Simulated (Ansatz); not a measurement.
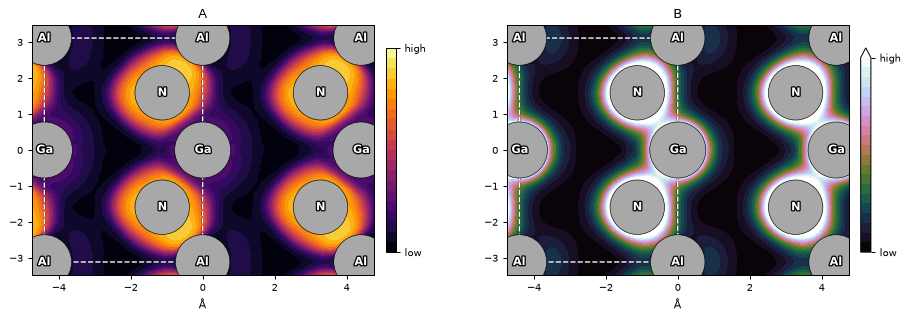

Al$_{3}$GaN$_{4}$: 2 fields on the (110) plane of the conventional cell, with unlabelled colour scales. Grey discs cover the atomic cores.

Space group P-43m; a structure from a database of computed crystals, not necessarily the ambient phase; changed on purpose from its base cell (all atoms moved at random, sigma 0.15 A a component, cell strained at random, sigma 0.06; relaxed back).

Computed with DFT r2SCAN, scalar-relativistic, plane waves, PAW (Ansatz 0.2.0).

The panels show electron localisation function and valence pseudo-density in some order. Assign them.

Answer. Panel A: electron localisation function. Panel B: valence pseudo-density. From the grid: Al–N (1.89 Å): the density is about 0.69 e/Å³ at the midpoint; the ELF peaks at about 0.90 between the atoms (a shared but strongly polarised pair). Ga–N (1.95 Å): ρ at the midpoint is about 0.74 e/Å³; the ELF peaks at about 0.85 in the valence shell of N, 0.7 Å from its nucleus, and is about 0.45 at the midpoint.
